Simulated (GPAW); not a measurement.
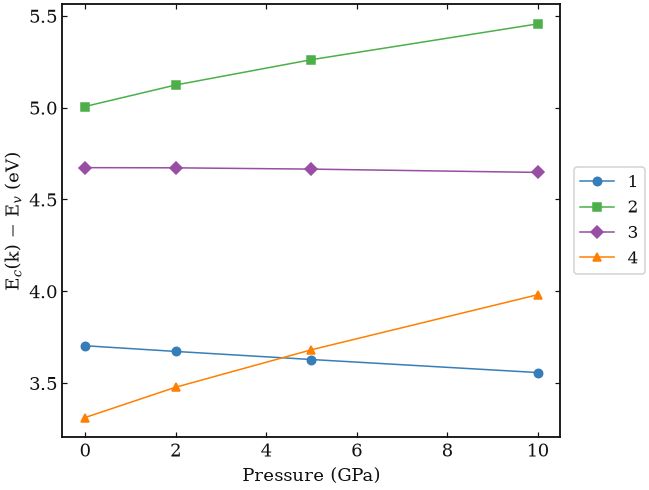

Lowest conduction level at each named k point, counted from the valence-band top at Γ. The curves are numbered.

System: zincblende MgS, space group F-43m, 2 atoms in the primitive cell. Cell and atoms are relaxed at each pressure; at 0 GPa, cubic a = 5.654 Å. Computed with GPAW: PBEsol, PAW data sets generated in the run's folder for this functional, no spin polarisation, no spin-orbit coupling, 8×8×8 k mesh, 800 eV cutoff, Fermi-Dirac smearing of 0.05 eV.

Question: Which curve belongs to which k point: K, L, X and Γ?

Answer: 1 is X; 2 is L; 3 is K; 4 is Γ. Γ rises by 0.67 eV, X falls by 0.14 eV, K stays within 0.03 eV and L rises by 0.45 eV.

Question: Does the lowest of these conduction levels change place?

Answer: Going by straight lines between the points, the lowest is the one at Γ up to about 4.33 GPa and the one at X beyond. With the valence top at Γ, the lowest of these transitions turns from direct to indirect near 4.33 GPa.

Later steps reuse the first step's grids. LDA, GGA and most meta-GGA functionals understate gaps. The usual form of MgS is rocksalt.
